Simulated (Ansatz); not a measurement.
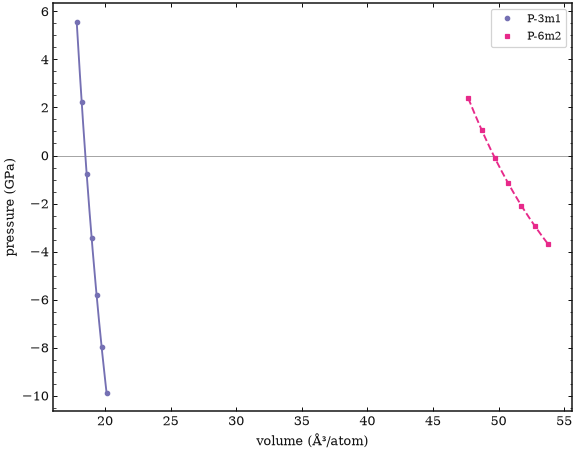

Method: all-electron LAPW DFT, no spin polarisation; energies at scaled volumes of the given cell, shape and fractions fixed, counted from the fit's minimum, third-order Birch-Murnaghan fit (Ansatz 0.2.0). Level: PBEsol.

```json
{"setting": "occupations", "value": "Fermi–Dirac"}
{"setting": "smearing width", "value": "0.05 eV"}
{"setting": "potentials", "value": "all electron LAPW, scalar relativistic"}
```

Pressure against volume, with one curve for each structure, for MoS₂.

Settings that differ: P-3m1: k mesh 9×9×4; P-6m2: k mesh 10×10×2.

The fitted equilibrium volumes, smallest first, are P-3m1 18.501, P-6m2 49.631 Å³/atom. The fitted bulk moduli, smallest first, are P-6m2 54.8, P-3m1 141.8 GPa. For P-3m1, the pressure falls from 5.57 GPa at volume 17.84 Å³/atom to −9.88 GPa at 20.12 Å³/atom, and changes sign near 18.51 Å³/atom. For P-6m2, the pressure falls from 2.39 GPa at volume 47.69 Å³/atom to −3.69 GPa at 53.78 Å³/atom, and changes sign near 49.6 Å³/atom.

Note: shape and atomic fractions are frozen while scaling, which makes layered, chain and framework solids too stiff.
